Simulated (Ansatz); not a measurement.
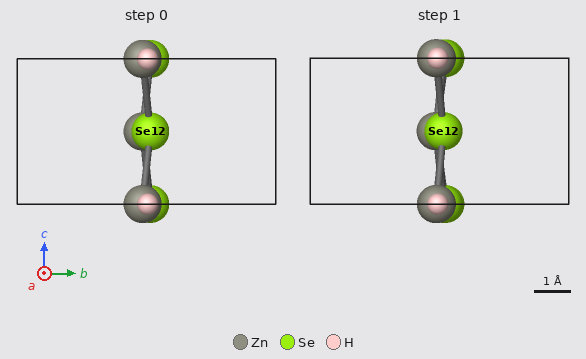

The structure of a wire of composition Zn₃HSe₃ before (left) and after (right) a relaxation, at one scale.

The picture is a ball-and-stick view of the cell of the calculation, with the vacuum cut short, seen along the a axis.

Case: zigzag ribbon, 6 formula units a period, edges capped with H, edge spins parallel.

Computed with Ansatz, DFT PBE, scalar-relativistic, plane waves, PAW. Set-up: plane-wave cutoff 420 eV; k-point mesh 1 × 1 × 13; occupations gaussian; smearing width 0.05 eV; collinear spin; cell relaxed at fixed a, b, alpha, beta, gamma; force threshold 0.02 eV/Å; at most 45 steps.

Summarise the run.

The run was cut off at its time limit before the relaxation converged, so the last structure is only a point on the way. The energy falls by 0.112 eV per cell of the calculation in 1 geometry step. Largest force component: 0.64 eV/Å at the start, 0.35 eV/Å at the end. An H atom moves most relative to the centre of the atoms: 0.097 Å. By element the largest moves are H 0.097 Å, Se 0.062 Å, Zn 0.053 Å. Along the periodic axis the drawn cell goes c 4.089 → 4.107 Å (+0.4 %). Among the contacts that change: Se–Zn 2.371 → 2.406 Å, Se–Zn 2.371 → 2.342 Å, H–Se 1.470 → 1.485 Å, H–Zn 1.550 → 1.557 Å. The program noted that the starting moments weren't kept. Cost: 4.2 min on 4 threads of AMD EPYC 7R43 64-Core Processor (Zen 3) (shared host), peak memory 3.4 GiB.
